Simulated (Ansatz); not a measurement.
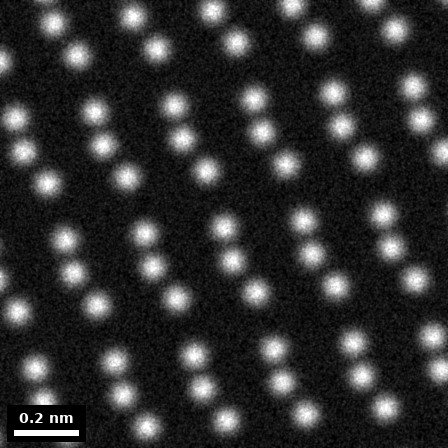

Z-contrast image of Te (P3_121, No. 152). Simulated incoherent Z contrast: every atom adds Z^1.6 spread by a probe of 0.53 Å full width; channelling and multiple scattering are left out. The display is stretched by a gamma of 0.65; percentages refer to the linear signal. Shot noise was added. Model: the geometry relaxed at fixed volume with DFT PBE, spin-orbit coupling, plane waves, PAW in Ansatz 0.2.0.

```
CELL_PARAMETERS angstrom
4.52200 0.00000 0.00000
-2.26100 3.91617 0.00000
0.00000 0.00000 5.97526
ATOMIC_POSITIONS crystal
Te 0.26838 0.00000 0.83333
Te 0.00000 0.26838 0.16667
Te 0.73162 0.73162 0.50000
```

> Which beam direction gives this image, [210], [310], [201] or [121]? (Directions equivalent by symmetry count as one.)

[201]. The projected cells are 2.26 × 5.98 Å, 90° for [210]; 1.48 × 5.98 Å, 90° for [310]; 2.49 × 4.11 Å, 108° for [201]; 3.28 × 3.28 Å, 93° for [121], and the image repeats as the [201] one does.
